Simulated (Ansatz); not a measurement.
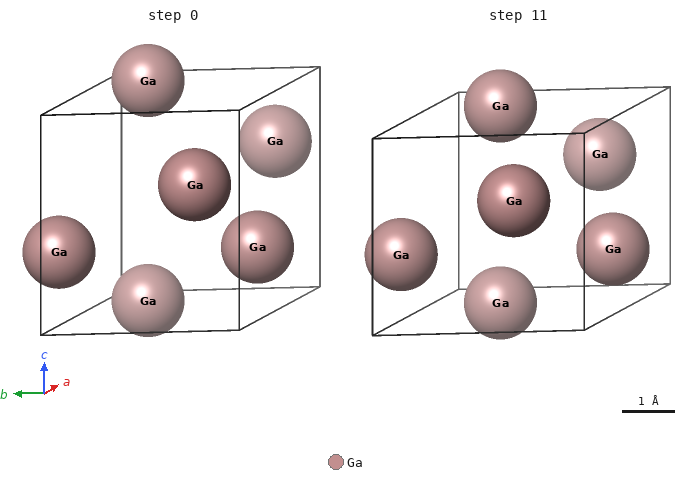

The structure of a crystal of Ga (built on the trigonal selenium_152 type) (coarse preliminary run) before (left) and after (right) a relaxation, at one scale.

The picture is a spheres-only view of the cell of the calculation, seen from a free direction.

Case: trigonal selenium type (P3_121, No. 152).

All numbers below come from DFT PBE, scalar-relativistic, plane waves, PAW (Ansatz 0.2.0).

Input
```yaml
crystal:
  lattice:
    - [3.9088419701, 0.0, 0.0]
    - [-1.9544209851, 3.3851564455, 0.0]
    - [0.0, 0.0, 4.4347120631]
  atoms:
    - { symbol: Ga, position: [0.2254, 0.0, 0.3333333333] }
    - { symbol: Ga, position: [0.0, 0.2254, 0.6666666667] }
    - { symbol: Ga, position: [0.7746, 0.7746, 0.0] }
basis:
  ecutwfc: 420
kpoints:
  mp_grid: { grid: [6, 6, 4] }
hamiltonian:
  xc: pbe
scf:
  occupations: { method: gaussian, width: 0.1 }
  lower_state_search: "off"
output:
  forces: true
  stress: true
  eigenvalues: true
relax:
  adjacent_minimum: "off"
  f_tol: 0.04
  max_steps: 70
  cell: { stress_tol: 0.4 }
```

### What changed between the two?

The largest moves relative to the cell, 0.45 Å, are those of Ga1, Ga2 and Ga3. Ga1 goes along +a. Cell: a = b 3.909 → 4.171 Å (+6.7 %), c 4.435 → 3.971 Å (−10.5 %). Volume +1.9 %. Near-neighbour distances that change, for instance: Ga1–Ga2 2.125 → 2.748 Å, Ga1–Ga2 (another image) 3.076 → 2.748 Å. Among the angles between lasting bonds that change: Ga2–Ga1–Ga3 103.1° → 81.3°. The space group (tolerance 0.01 Å) goes from P3_121 (No. 152) to R-3m (No. 166). After 8 accepted moves (11 points after the start) the energy has fallen by 2.673 eV per cell of the calculation. The largest force component goes from 5.6 to 0.00015 eV/Å. The pressure goes from 20.58 to 0.00 GPa. The line search rejected the trial steps at points 8, 9 of the run. At 1 point the geometry stayed and the basis and grid were re-selected for the new cell (energy shift of 0.6 meV per cell of the calculation at most each time).
